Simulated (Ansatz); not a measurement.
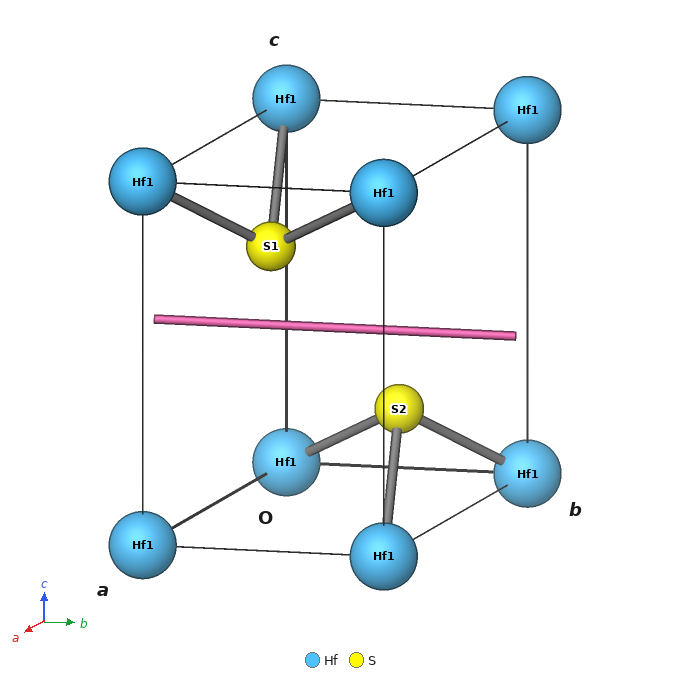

The coloured rod is the axis of a symmetry operation of the crystal. Crystal: HfS₂, coordinates from a relaxation with DFT PBEsol, scalar-relativistic, plane waves, PAW in Ansatz. All values are computed from the atomic coordinates in the standard setting (tolerance 0.002 Å).

a = 3.592 Å, b = 3.592 Å, c = 5.946 Å, α = 90.00°, β = 90.00°, γ = 120.00°.

```json
{"atom": "Hf1", "x": "0.0000", "y": "0.0000", "z": "0.0000"}
{"atom": "S1", "x": "0.6667", "y": "0.3333", "z": "0.7562"}
{"atom": "S2", "x": "0.3333", "y": "0.6667", "z": "0.2438"}
```

Take the operation x, y, z → −x+1, −x+y+1, −z+1.

Question: What kind of operation is it, and where does it lie?

Answer: It is a 2₁ screw rotation with translation (0, 1/2, 0), about the line along [0 1 0] through (1/2, 1/2, 1/2).

Question: Onto which atom does it carry each atom (up to whole multiples of a, b and c)?

Answer: Hf1 → Hf1, S1 → S2, S2 → S1.
